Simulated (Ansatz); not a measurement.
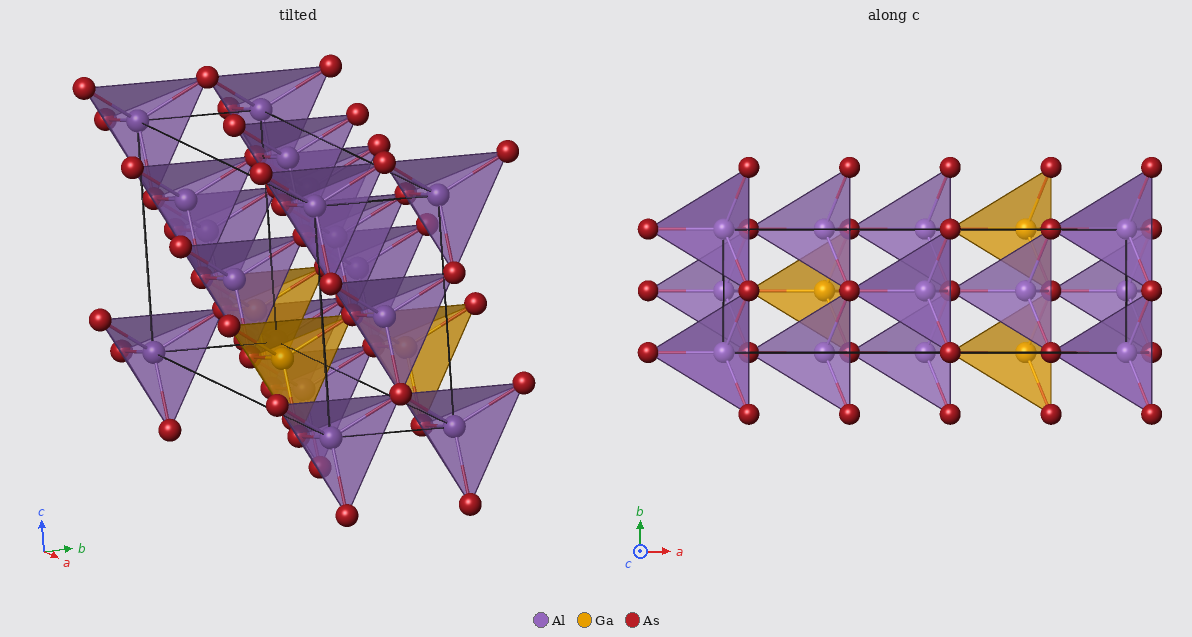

The crystal in a polyhedral representation, seen slightly off an axis and along the c axis. The parallelepiped is the conventional unit cell. Some neighbours outside the box are added.

Al$_{3}$GaAs$_{4}$, space group Cm (No. 8), a = 13.310 Å, b = 4.016 Å, c = 6.948 Å, α = 90.00°, β = 100.06°, γ = 90.00°. The model was built from a structure type filled with these elements by a generator (whether the compound takes this form wasn't checked). Earlier steps of the study may have refined or changed the cell and positions. It was run through Ansatz as a DFT input.

This one geometry was computed with Ansatz (DFT, plane waves, PAW) at five levels of theory: HSE06, PBE, PBE0, PBE with spin-orbit coupling and r2SCAN. It was relaxed beforehand with r2SCAN.

Question: Which level gives the highest pressure at this volume, and what does that say about its equilibrium volume?

Answer: Highest: PBE (2.1 GPa) and PBE with spin-orbit coupling (2.1 GPa), which points to the largest equilibrium volume. Lowest, with the smallest volume: HSE06 (0.3 GPa), PBE0 (0.1 GPa) and r2SCAN (0.0 GPa). Levels within 0.5 GPa of each other can't be told apart.

Question: How does the band gap change with the level of theory?

Answer: PBE with spin-orbit coupling: a gap of 1.29 eV, direct; PBE: a gap of 1.39 eV, direct; r2SCAN: a gap of 1.78 eV, indirect; HSE06: a gap of 2.07 eV, indirect; PBE0: a gap of 2.72 eV, indirect.

Question: Collect the results in a table.

Answer:
| level | cutoff (eV) | k-mesh of the run's cell | gap (eV) | pressure (GPa) |
| --- | --- | --- | --- | --- |
| HSE06 | 420 | 4×4×2 | 2.07 | 0.3 |
| PBE | 420 | 6×6×4 | 1.39 | 2.1 |
| PBE0 | 420 | 4×4×2 | 2.72 | 0.1 |
| PBE with spin-orbit coupling | 420 | 6×6×4 | 1.29 | 2.1 |
| r2SCAN | 500 | 6×6×4 | 1.78 | 0.0 |

Gaps are taken on the k-mesh or band path of each run.
